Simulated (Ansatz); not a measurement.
## NiGe: a changed input and its effect

System: NiGe (R-3m, 2 atoms in the cell).
Method of run 1: DFT r2SCAN, scalar-relativistic, plane waves, PAW, spin-polarised (Ansatz 0.2.0).

The structure was built on a prototype by a generator; it need not be a known phase. Text and figures count atoms from 1; the logs count them from 0 in places.

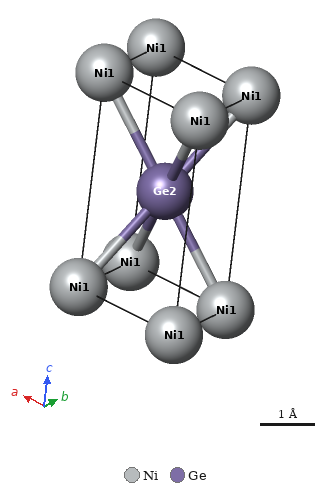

Fig. 1: The structure as given in the input (ball-and-stick view of the reduced cell, seen slightly off an axis; atoms are numbered from 1 in the order of the input). An atom can appear more than once, as a periodic image. Near neighbours in the periodic cell (some may lie outside the picture): Ni has 6 Ge at 2.48 Å; Ge has 6 Ni at 2.48 Å.

Input, run 1:
```yaml
crystal:
  lattice:
    - [1.4835573452, 1.4835573452, 3.4858559201]
    - [1.4835573452, 3.4858559201, 1.4835573452]
    - [3.4858559201, 1.4835573452, 1.4835573452]
  atoms:
    - { symbol: Ni, position: [0.0, 0.0, 0.0], spin: 2.5 }
    - { symbol: Ge, position: [0.5, 0.5, 0.5] }
basis:
  ecutwfc: 500
kpoints:
  mp_grid: { grid: [18, 18, 18] }
hamiltonian:
  xc: r2scan
scf:
  occupations: { method: gaussian, width: 0.1 }
  lower_state_search: "off"
output:
  forces: true
  stress: true
  eigenvalues: true
  populations: true
magnetization:
  spin_polarized: true
```

Command:
```bash
ansatz run input.yaml --threads 1 --pin off --max-ram 2560MiB --backend cpu --events-out ev --progress --plain --runs-dir out
```

Hardware: 1 thread of Intel Xeon @ 2.50GHz (Skylake/Cascade Lake), 192 GiB of memory available, shared host.

Output, shortened to warnings, some set-up lines, iterations and results (run 1):
```
WARN: the starting moments were not kept: the SCF closed with an absolute magnetisation of 5.9e-5 μB, where they sum to 2.5 μB in size (1 site). That is at most 0.1 of that sum. Measured as dr2_m measures the in/out step, that magnetisation stands 6.7e-9 eV from none, at or under the dr2_threshold of 1.0e-7 eV: it is no larger than a step whose dr2_m would equal this threshold. The system may …
Basis set: ecut = 500 eV, 661 PW (Γ), FFT grids on a1−a3, a2−a3, a3, exchange–correlation on 96×96×120 points (64 copies of the dense FFT grid, shifted against one another)
Symmetry: 12 space group operations
k-points: 580 of 5832
Initial density: superposition of atomic densities (chi_scale 0.1, normalization cell)
[...]
SCF iter   1: F=-10144.857916 eV  HF=-10147.606983 eV  |F-HF|=2.75e0  |Δ(HF+E_count)|=         —  Δρ=2.23e-1 (↑8.76e-2 ↓2.23e-1)  dr2=4.58e0  dr2_τ=6.31e-2  dr2_m=5.57e0  …
SCF iter   2: F=-10147.902535 eV  HF=-10147.678177 eV  |F-HF|=2.24e-1  |Δ(HF+E_count)|=   7.12e-2  Δρ=1.05e-1 (↑9.70e-2 ↓1.05e-1)  dr2=3.36e-1  dr2_τ=9.65e-3  dr2_m=2.35e0  …
SCF iter   3: F=-10147.877968 eV  HF=-10147.885704 eV  |F-HF|=7.74e-3  |Δ(HF+E_count)|=   2.08e-1  Δρ=9.37e-2 (↑6.94e-2 ↓9.37e-2)  dr2=4.05e-1  dr2_τ=7.09e-3  dr2_m=1.54e0  …
SCF iter   4: F=-10147.713630 eV  HF=-10147.977892 eV  |F-HF|=2.64e-1  |Δ(HF+E_count)|=   9.22e-2  Δρ=7.81e-2 (↑7.81e-2 ↓2.38e-2)  dr2=5.82e-1  dr2_τ=4.14e-3  dr2_m=5.92e-1  …
SCF iter   5: F=-10148.115484 eV  HF=-10148.025235 eV  |F-HF|=9.02e-2  |Δ(HF+E_count)|=   4.73e-2  Δρ=5.16e-2 (↑5.16e-2 ↓4.27e-2)  dr2=1.43e-2  dr2_τ=3.17e-3  dr2_m=5.26e-1  …
[... 19 lines ...]
SCF iter  25: F=-10148.195627 eV  HF=-10148.195627 eV  |F-HF|=3.37e-8  |Δ(HF+E_count)|=   1.25e-6  Δρ=6.36e-6 (↑5.88e-6 ↓6.36e-6)  dr2=9.77e-9  dr2_τ=1.60e-10  dr2_m=2.63e-10 …
SCF iter  26: F=-10148.195627 eV  HF=-10148.195627 eV  |F-HF|=1.05e-7  |Δ(HF+E_count)|=   1.39e-7  Δρ=8.50e-6 (↑3.39e-6 ↓8.50e-6)  dr2=4.83e-9  dr2_τ=2.83e-11  dr2_m=6.86e-9  …
SCF iter  27: F=-10148.195627 eV  HF=-10148.195627 eV  |F-HF|=1.50e-8  |Δ(HF+E_count)|=   1.58e-7  Δρ=4.18e-6 (↑4.18e-6 ↓2.33e-6)  dr2=1.55e-9  dr2_τ=1.57e-11  dr2_m=2.18e-9  …
SCF iter  28: F=-10148.195627 eV  HF=-10148.195627 eV  |F-HF|=2.35e-9  |Δ(HF+E_count)|=   3.16e-8  Δρ=1.48e-6 (↑1.48e-6 ↓9.91e-7)  dr2=6.54e-10  dr2_τ=4.62e-12  …
SCF 1 converged in 28 iterations: F = -10148.195627 eV  dr2 = 6.54e-10
this state was not tested for a lower state beside it, because the mixer in use, unlike msr1, does not test its closes by its own steps (another_mixer; see scf.mixing.algorithm and scf.lower_state_search)
SCF converged after 28 iterations
Magnetization: -0.0001 μB (16.0000 up, 16.0000 down)
Absolute magnetization: 0.0001 μB (∫|ρ↑−ρ↓|, with the PAW one-centre terms)
Spin contamination: 0.0000 ħ² per cell (⟨S²⟩ above its minimum at these occupations)
Per-site moments (μB) at R_I (Å): [(-5.035302254607891e-5, 1.0223734787680256), (-3.0469272985790924e-6, 1.0223734787680256)]
Free energy (F): -10148.195627 eV
Harris-Foulkes:  -10148.195627 eV  (|F-HF|=2.35e-9)
Internal energy: -10148.188131 eV  (E = F + TS)
E sigma→0 (E₀):  -10148.191879 eV
Entropy (-TS):   -0.007497 eV (-3.748 meV/atom)
Fermi energy:    16.158053 eV
--- Per-component energies (eV) ---
  E_band       = -398.126591
  E_kinetic    = 397.207803
  E_local      = -5663.352607  (includes V_loc(G=0)·N_el)
  E_nonlocal   = 1066.181008
  E_hartree    = 2435.697926
  E_xc         = -148.454839
  E_vxc        = -185.871406  (∫ρ·V_xc dr)
  E_paw        = -3683.801057  (= ΣΔE_a)
  E_vpaw       = -896.267492  (= ΣTr[D̂ρ^β])
  E_aug_tail   = 0.000258  (compensation charges beyond the density's cutoff)
  E_vtau       = 12.581460  (kinetic-family band-sum trace: ∫τ·v_τ [+ j·A + Jᵃ·Aᵃ] dr)
  E_ewald      = -4550.280788
  E_core_change = -1.385834  (= ΣΔE_core)
  E_smearing   = -0.007497  (= −TS)
  E_closure    = 0.000000  (closes the sum)
  Σ components = -10148.195627   (vs F -10148.195627, Δ=0.00e0)
--- Forces (eV/Å), atoms counted from 1 ---
  atom   1  Ni    -0.00000000    -0.00000000    -0.00000000
  atom   2  Ge     0.00000000    -0.00000000    -0.00000000
  max |Σ_I F_I| component: 1.34e-29 eV/Å
--- Stress (GPa, compression-positive) ---
        0.001048      -0.001086      -0.001086
       -0.001086       0.001048      -0.001086
       -0.001086      -0.001086       0.001048
  P = ⅓ Tr σ = 0.0010 GPa (0.010 kbar)
--- Löwdin populations: 2 sites ---
  site symbol       q [e]    m [muB]
     0     Ni     17.4969    -0.0000
     1     Ge     14.3283    -0.0000
  spilling = 0.005465 (of n_electrons = 32.000000)
```

For run 2 the input was changed thus:
```diff
-    - { symbol: Ni, position: [0.0, 0.0, 0.0], spin: 2.5 }
+    - { symbol: Ni, position: [0.0, 0.0, 0.0] }
-  populations: true
-magnetization:
-  spin_polarized: true
+  write_density: true
+  write_potential: true
+  elf: true
+  volumetric_format: npy
```

Predict how the results change.

The energy is the same within 0.01 meV per atom. The SCF takes 9 iterations against 28. On the same kind of shared host run 2 took about 0.28 times as long. The two runs start from different initial densities, which also moves the count.

Output, shortened to warnings, some set-up lines, iterations and results (run 2):
```
Basis set: ecut = 500 eV, 661 PW (Γ), FFT grids on a1−a2, a2, −a2+a3, exchange–correlation on 96×120×96 points (64 copies of the dense FFT grid, shifted against one another)
Symmetry: 12 space group operations
k-points: 580 of 5832
Initial density: superposition of atomic densities (neutral atoms: chi_scale 0, normalization atom), corrected by the library's trained network
[...]
SCF iter   1: F=-10148.083534 eV  HF=-10148.130354 eV  |F-HF|=4.68e-2  |Δ(HF+E_count)|=         —  Δρ=2.94e-2  dr2=1.59e-1  dr2_τ=4.66e-2  ethr=1.77e-3  ⟨swp⟩=4.6  Hψ=47161  …
SCF iter   2: F=-10148.120690 eV  HF=-10148.207119 eV  |F-HF|=8.64e-2  |Δ(HF+E_count)|=   7.68e-2  Δρ=2.14e-2  dr2=6.76e-2  dr2_τ=9.86e-4  ethr=4.97e-4  ⟨swp⟩=2.3  Hψ=24462  …
SCF iter   3: F=-10148.185238 eV  HF=-10148.197027 eV  |F-HF|=1.18e-2  |Δ(HF+E_count)|=   1.01e-2  Δρ=9.54e-3  dr2=1.71e-2  dr2_τ=7.04e-5  ethr=2.11e-4  ⟨swp⟩=2.0  Hψ=19195  …
SCF iter   4: F=-10148.195438 eV  HF=-10148.195216 eV  |F-HF|=2.23e-4  |Δ(HF+E_count)|=   1.81e-3  Δρ=1.89e-3  dr2=4.85e-4  dr2_τ=2.56e-5  ethr=5.35e-5  ⟨swp⟩=1.0  Hψ=16311  …
SCF iter   5: F=-10148.195346 eV  HF=-10148.195460 eV  |F-HF|=1.14e-4  |Δ(HF+E_count)|=   2.45e-4  Δρ=1.74e-3  dr2=5.08e-4  dr2_τ=3.34e-6  ethr=1.51e-6  ⟨swp⟩=2.3  Hψ=23505  …
SCF iter   6: F=-10148.195560 eV  HF=-10148.195612 eV  |F-HF|=5.20e-5  |Δ(HF+E_count)|=   1.52e-4  Δρ=8.94e-4  dr2=1.38e-4  dr2_τ=6.05e-7  ethr=1.51e-6  ⟨swp⟩=2.0  Hψ=17797  …
SCF iter   7: F=-10148.195620 eV  HF=-10148.195629 eV  |F-HF|=8.58e-6  |Δ(HF+E_count)|=   1.65e-5  Δρ=3.38e-4  dr2=2.08e-5  dr2_τ=3.02e-7  ethr=4.30e-7  ⟨swp⟩=2.1  Hψ=16301  …
SCF iter   8: F=-10148.195627 eV  HF=-10148.195627 eV  |F-HF|=8.13e-8  |Δ(HF+E_count)|=   1.68e-6  Δρ=4.81e-5  dr2=5.78e-7  dr2_τ=3.84e-9  ethr=6.51e-8  ⟨swp⟩=2.5  Hψ=15279  …
SCF iter   9: F=-10148.195627 eV  HF=-10148.195627 eV  |F-HF|=1.80e-8  |Δ(HF+E_count)|=   3.21e-7  Δρ=1.64e-5  dr2=5.04e-8  dr2_τ=4.71e-10  ethr=3.13e-10  ⟨swp⟩=9.2  Hψ=88180 …
SCF 1 converged in 9 iterations: F = -10148.195627 eV  dr2 = 5.04e-8
  Residual-converged pass: ⟨swp⟩=1.0  Hψ=13924  notcnv=0  max |occ|·‖R‖ = 7.0e-9 eV (tolerance 1.0e-8 eV)  dr2=5.04e-8  dr2_τ=4.71e-10  dr2_onsite=9.62e-9  max |Δocc| = 2.6e-10
SCF converged after 9 iterations
Free energy (F): -10148.195627 eV
Harris-Foulkes:  -10148.195627 eV  (|F-HF|=1.80e-8)
Internal energy: -10148.188131 eV  (E = F + TS)
E sigma→0 (E₀):  -10148.191879 eV
Entropy (-TS):   -0.007497 eV (-3.748 meV/atom)
Fermi energy:    16.157960 eV
--- Per-component energies (eV) ---
  E_band       = -398.130657
  E_kinetic    = 397.207381
  E_local      = -5663.364605  (includes V_loc(G=0)·N_el)
  E_nonlocal   = 1066.185192
  E_hartree    = 2435.707771
  E_xc         = -148.454379
  E_vxc        = -185.870752  (∫ρ·V_xc dr)
  E_paw        = -3683.803127  (= ΣΔE_a)
  E_vpaw       = -896.267959  (= ΣTr[D̂ρ^β])
  E_aug_tail   = 0.000258  (compensation charges beyond the density's cutoff)
  E_vtau       = 12.581423  (kinetic-family band-sum trace: ∫τ·v_τ [+ j·A + Jᵃ·Aᵃ] dr)
  E_ewald      = -4550.280788
  E_core_change = -1.385834  (= ΣΔE_core)
  E_smearing   = -0.007497  (= −TS)
  E_closure    = -0.000000  (closes the sum)
  Σ components = -10148.195627   (vs F -10148.195627, Δ=0.00e0)
--- Forces (eV/Å), atoms counted from 1 ---
  atom   1  Ni     0.00000000     0.00000000    -0.00000000
  atom   2  Ge     0.00000000    -0.00000000     0.00000000
  max |Σ_I F_I| component: 2.67e-29 eV/Å
--- Stress (GPa, compression-positive) ---
        0.002636      -0.001064      -0.001064
       -0.001064       0.002636      -0.001064
       -0.001064      -0.001064       0.002636
  P = ⅓ Tr σ = 0.0026 GPa (0.026 kbar)
```

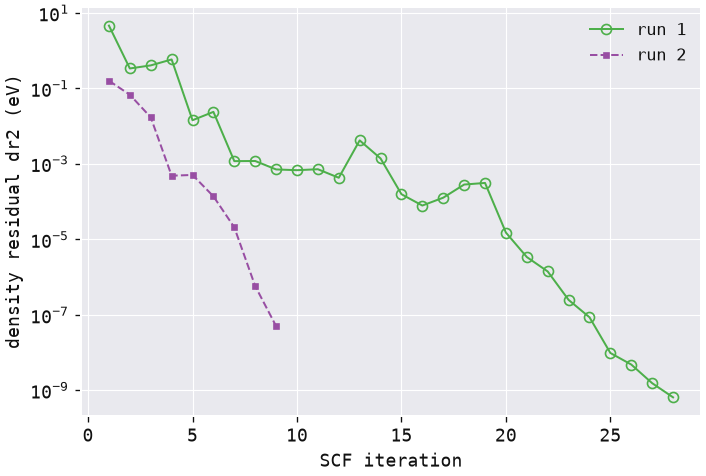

Fig. 2: Convergence of the two runs: density residual dr2 against the SCF iteration. Run 1 takes 28 iterations in all, and run 2 takes 9.

The two runs side by side:

| quantity | run 1 | run 2 |
| --- | --- | --- |
| outcome | converged | converged |
| free energy per atom (eV) | −5074.0978 | −5074.0978 |
| energy per atom, smearing taken to zero (eV) | −5074.0959 | −5074.0959 |
| gap on the mesh (eV) | 0.00 | 0.00 |
| net moment of the cell (μB) | 0.00 | – |
| absolute moment of the cell (μB) | 0.00 | – |
| pressure (GPa) | 0.00 | 0.00 |
| largest force (eV/Å) | 0.000 | 0.000 |
| SCF iterations | 28 | 9 |
| irreducible k-points | 580 | 580 |
| plane waves at Γ | 661 | 661 |
| wall time (shared host) | 4.6 min | 77 s |

For run 1: The electronic state found may not be the lowest one. Warnings: some starting moments were not kept; the state was not tested for a lower one. For run 2: The run has no spin polarisation, so a magnetic state may lie lower.
